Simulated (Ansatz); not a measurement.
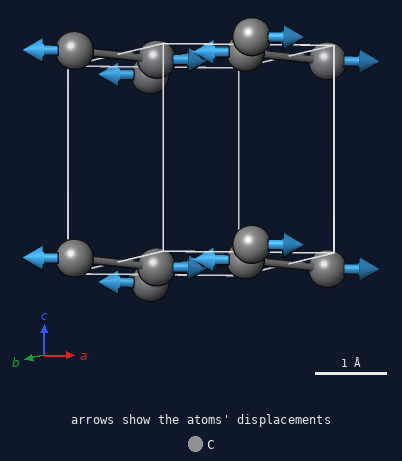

Phonons of solid C relaxed at 15 GPa, at the zone centre. The optical levels lie at 874, 1599 (×2) cm⁻¹. One mode is drawn. The blue arrows give the relative displacements of the atoms. The picture is a ball-and-stick view of the cell of the calculation, seen from a free direction.

Computed with DFT PBE+D3(BJ), scalar-relativistic, plane waves, PAW in Ansatz 0.2.0. Set-up: plane-wave cutoff 420 eV; k-point mesh 18 × 18 × 12; occupations fermi dirac; smearing width 0.15 eV; target pressure 15 GPa; no spin polarisation.

The frequencies depend somewhat on the k-mesh and the smearing.

Q: Which of these frequencies is the drawn mode's?

A: The level at 1599 cm⁻¹. This is the E₂g mode (doubly degenerate; one member of the set is drawn), the highest optical level, Raman-active by symmetry. All motion is along a; atoms of one kind move against one another, with no net shift of their sublattice; it stretches the shortest C–C bonds (1.41 Å).
